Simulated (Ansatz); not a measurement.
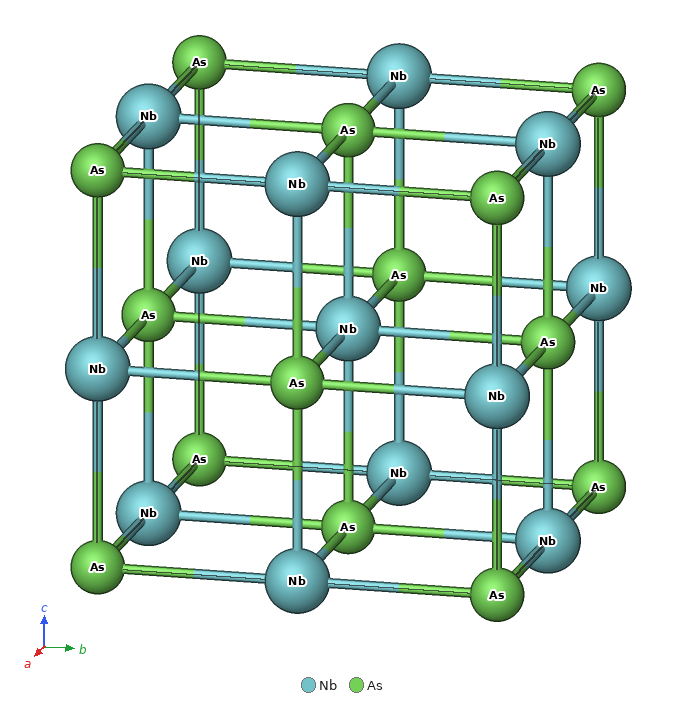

The image is a ball-and-stick drawing of a crystal, viewed slightly off an axis. The parallelepiped is the conventional unit cell. Cell: a = 5.28 Å, b = 5.28 Å, c = 5.28 Å, α = 90.00°, β = 90.00°, γ = 90.00°.

The cell started as a structure type filled with these elements by a generator (whether the compound takes this form wasn't checked). Earlier steps of the study, as a rule a relaxation of our own, may have changed the cell and positions, so they can lie some per cent off the listed ones. An electronic-structure calculation with Ansatz was run on it.

Question: Notes on the structure:

Answer: The formula is NbAs. It belongs to space group Fm-3m (No. 225) and has a face-centred cubic lattice. The structure type is rock salt (NaCl type). The cell has 8 atoms, namely 4 Nb, 4 As. The Nb atoms are each bonded to six As in an octahedral arrangement at about 2.6 Å. Each As atom has six Nb in an octahedral arrangement at about 2.6 Å around it. The bonds build a three-dimensional framework.

Run with Ansatz 0.2.0, DFT PBE, scalar-relativistic, plane waves, PAW and these settings: plane-wave cutoff 420 eV, k-points about 0.17 Å⁻¹ apart, Gaussian smearing of 0.05 eV, no spin polarisation.

Question: Is the electronic structure metallic or gapped?

Answer: A metal: bands cross the Fermi level.

Question: What does a Bader analysis give?

Answer: Nb +1.17 e; As -1.17 e.

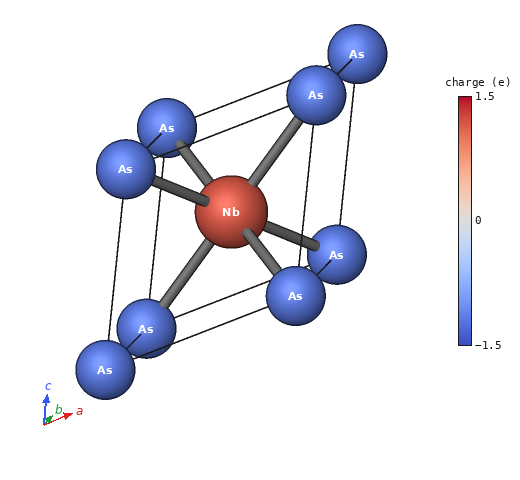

The atoms coloured by those charges. The run's cell of 2 atoms is drawn, so axes and origin can differ from the first picture.

Question: Is the structure in equilibrium?

Answer: Yes. All forces vanish to within 0.01 eV/Å. The pressure is -0.1 GPa, close to zero.
